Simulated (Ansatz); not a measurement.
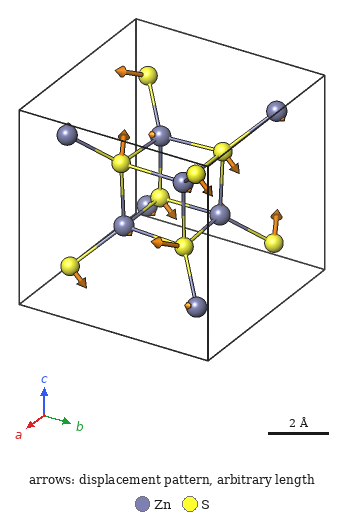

One vibrational mode of solid ZnS (a generated structure) at the zone centre. The orange arrows give the relative displacements of the atoms. The picture is a ball-and-stick view of the conventional cell (2 times the calculation's cell), seen from a free direction. Lengths and directions refer to the drawn axes.

Computed with Ansatz, DFT PBE, scalar-relativistic, plane waves, PAW. Set-up: plane-wave cutoff 420 eV; k-point mesh 6 × 6 × 6; occupations fixed; no spin polarisation.

Frequencies are those without the non-analytic (LO–TO) term.

Q: What mode is this, and where does it lie in the spectrum?

A: This is the T₁ mode (triply degenerate; one member of the set is drawn) at 224 cm⁻¹, optical level 6 of 9, counted from below, silent by symmetry (neither infrared- nor Raman-active). Atoms of one kind move against one another, with no net shift of any sublattice; it stretches the S–Zn bonds (2.41 Å); the kinetic energy is shared as S 91 %, Zn 9 %.
